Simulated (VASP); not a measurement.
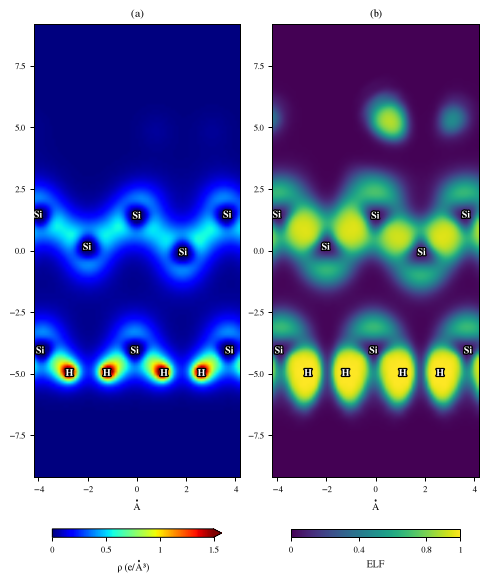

The picture shows: Si12H6C (slab). (a) valence pseudo-density; (b) electron localisation function on the (010) plane of the calculation cell, a cut from vacuum to vacuum.

Level of theory: VASP, Kohn-Sham DFT of a periodic cell, PBE, VASP PAW PBE potentials, recommended.

The density is the valence pseudo-density of a PAW calculation; it isn't the true density close to the nuclei.

Q: Describe what can be read from this map.

A:
- The section cuts through Si and H sites.
- Si–H (1.48 Å): ρ at the midpoint is about 0.77 e/Å³; the ELF is about 1 at the midpoint; an ordinary covalent bond to hydrogen.
- Si–Si (2.39 Å): ρ at the midpoint is about 0.52 e/Å³; the ELF peaks at about 0.95 between the atoms (localised, covalent bonding).
- The density dies away to nearly zero in the vacuum.

Q: Does the calculation give a band gap?

A: It is gapped, with a Kohn–Sham gap of 0.78 eV on the k-point mesh, an upper bound to the gap of this method.
